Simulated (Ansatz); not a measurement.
```
CELL_PARAMETERS angstrom
5.87928 0.00000 0.00000
0.00000 5.87928 0.00000
0.00000 0.00000 5.87928
ATOMIC_POSITIONS crystal
Sn 0.00000 0.00000 0.00000
Sn 0.50000 0.50000 0.00000
Sn 0.50000 0.00000 0.50000
Sn 0.00000 0.50000 0.50000
Te 0.50000 0.00000 0.00000
Te 0.00000 0.50000 0.00000
Te 0.00000 0.00000 0.50000
Te 0.50000 0.50000 0.50000
```

Space group Fm-3m; computed pressure about 15 GPa in this cell.

Computed with Ansatz, DFT, PBEsol, PAW with Ansatz's default frozen-core files, scalar-relativistic; relaxation of cell and atoms.

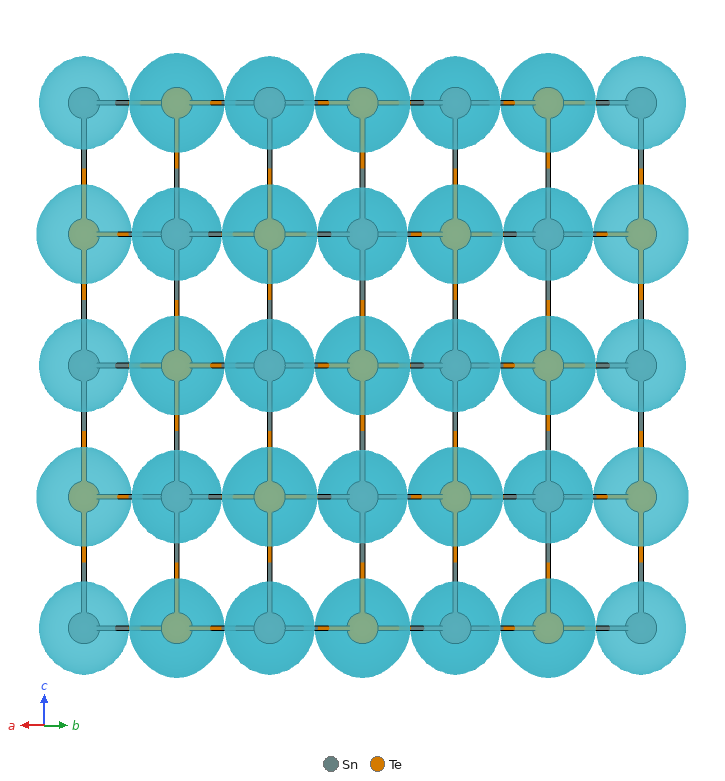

SnTe. Isosurface of the valence electron density at 0.5 e/Å³ (cyan), seen along [110]. Sticks mark near contacts.

What does this surface tell about the bonding?

At this value the density breaks into separate islands; it holds about 75 % of the electrons treated as valence (semicore included). It bridges none of the near contacts. It is pinched off along the sampled Sn–Te (2.94 Å) contacts. On the grid the lowest density along these lines, outside the cores, is 0.3 e/Å³ (Sn–Te, 2.94 Å).
